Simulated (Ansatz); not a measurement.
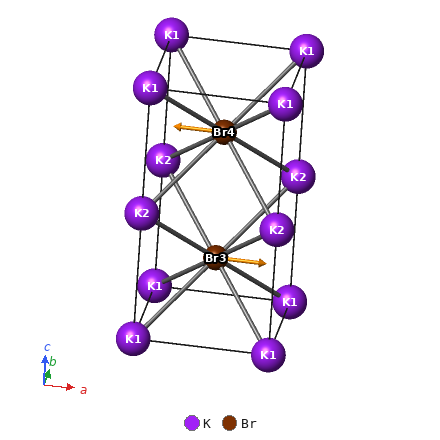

The system is KBr (Pm-3m, No. 221; 4 atoms in the cell); the picture shows the reference structure; orange arrows give the pattern of the mode. The energy is mapped over a normal mode and a strain (zone-centre modes of the 4-atom cell of this scan, which folds in the wave vector (0, 0, 1/2) of the primitive cell) (x, y and z along the cube axes). First axis: amplitude of mode 4 (57 cm⁻¹), largest displacement in the unstrained cell. Second axis: equal normal strain along x, y and z. Nothing is relaxed (the pattern is fixed in fractional coordinates). The grid has 11 × 7 points; 42 points were computed and 35 follow by symmetry. Points are written as (first, second). All energies are given in meV per cell relative to the lowest grid point. Computed with DFT LDA, scalar-relativistic, plane waves, PAW (Ansatz 0.2.0). Settings: cutoff 420 eV, k-mesh 6×6×4 in the order of the run's cell vectors, gaussian smearing 0.05 eV, no spin polarisation.

Its coordinates:

```
CELL_PARAMETERS angstrom
3.83001 0.00000 0.00000
0.00000 3.83001 0.00000
0.00000 0.00000 7.66002
ATOMIC_POSITIONS crystal
K 0.00000 0.00000 0.00000
K 0.00000 0.00000 0.50000
Br 0.50000 0.50000 0.25000
Br 0.50000 0.50000 0.75000
```

Range: amplitude of mode 4 (57 cm⁻¹), largest displacement in the unstrained cell from −0.557 to 0.557 Å; equal normal strain along x, y and z from −2.50 to 2.50 %.

What will the energy surface look like?

Answer. The lowest grid point is at (0.000 Å, 0.00 %). It is the only kind of minimum in the scanned range. The highest grid point, (−0.557 Å, −2.50 %), lies 519 meV above the lowest. The gap on the k-mesh is 4.0 eV at the lowest point and runs from 3.8 to 4.3 eV over the map.

| second ↓, first → | −0.557 | −0.446 | −0.334 | −0.223 | −0.111 | 0.000 | 0.111 | 0.223 | 0.334 | 0.446 | 0.557 |
| --- | --- | --- | --- | --- | --- | --- | --- | --- | --- | --- | --- |
| 2.50 | 251 | 171 | 113 | 74 | 52 | 45 | 52 | 74 | 113 | 171 | 251 |
| 1.67 | 264 | 171 | 103 | 56 | 30 | 21 | 30 | 56 | 103 | 171 | 264 |
| 0.83 | 288 | 182 | 102 | 48 | 16 | 6 | 16 | 48 | 102 | 182 | 288 |
| 0.00 | 325 | 204 | 112 | 49 | 12 | 0 | 12 | 49 | 112 | 204 | 325 |
| −0.83 | 374 | 237 | 133 | 61 | 19 | 5 | 19 | 61 | 133 | 237 | 374 |
| −1.67 | 439 | 286 | 168 | 86 | 37 | 21 | 37 | 86 | 168 | 286 | 439 |
| −2.50 | 519 | 348 | 216 | 123 | 69 | 51 | 69 | 123 | 216 | 348 | 519 |

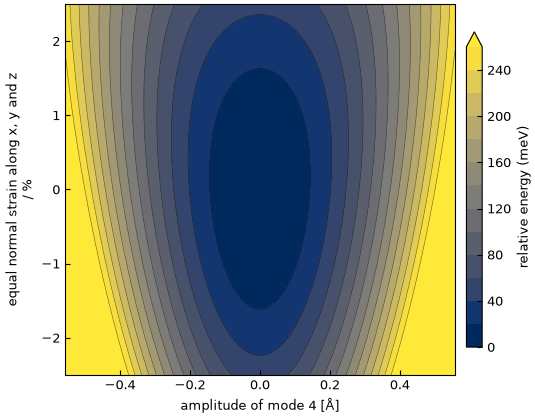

The picture shows filled contours, one colour for all values above the top of the scale. Between grid points the surface is interpolated.

The whole map (42 points run) took 3.8 min on 1 thread of Arm Neoverse V1, on a shared host.
